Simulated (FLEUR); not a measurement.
System: TiAl (space group P-6m2).

How it was computed, with FLEUR MaX-R8.1 (later development tree): all-electron LAPW DFT, no spin polarisation; energies at scaled volumes of the given cell, shape and fractions fixed, counted from the fit's minimum, third-order Birch-Murnaghan fit. All runs: no spin polarisation.

```
       setting         value
        k mesh       11×11×6
   occupations   Fermi–Dirac
smearing width       0.05 eV
    potentials  all electron
```

Predict the energy against volume, with one curve for each functional. The cases: PBEsol; SCAN.

The fitted equilibrium volumes, smallest first, are PBEsol 16.212, SCAN 16.487 Å³/atom. The fitted bulk moduli, smallest first, are PBEsol 111.7, SCAN 112.7 GPa.

PBEsol:
```json
{"volume (Å³/atom)": "15.65", "energy (meV/atom)": "7.07"}
{"volume (Å³/atom)": "15.99", "energy (meV/atom)": "1.11"}
{"volume (Å³/atom)": "16.32", "energy (meV/atom)": "0.25"}
{"volume (Å³/atom)": "16.65", "energy (meV/atom)": "4.01"}
{"volume (Å³/atom)": "16.99", "energy (meV/atom)": "11.96"}
{"volume (Å³/atom)": "17.32", "energy (meV/atom)": "23.72"}
{"volume (Å³/atom)": "17.65", "energy (meV/atom)": "38.92"}
```

SCAN:
```json
{"volume (Å³/atom)": "15.65", "energy (meV/atom)": "16.04"}
{"volume (Å³/atom)": "15.99", "energy (meV/atom)": "5.59"}
{"volume (Å³/atom)": "16.65", "energy (meV/atom)": "0.58"}
{"volume (Å³/atom)": "17.32", "energy (meV/atom)": "13.69"}
{"volume (Å³/atom)": "17.65", "energy (meV/atom)": "26.05"}
```

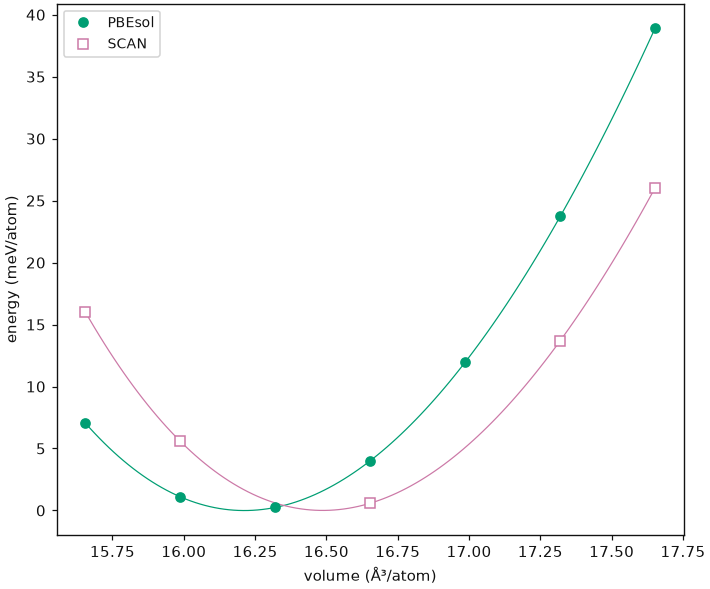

Caveats: shape and atomic fractions are frozen while scaling, which makes layered, chain and framework solids too stiff.
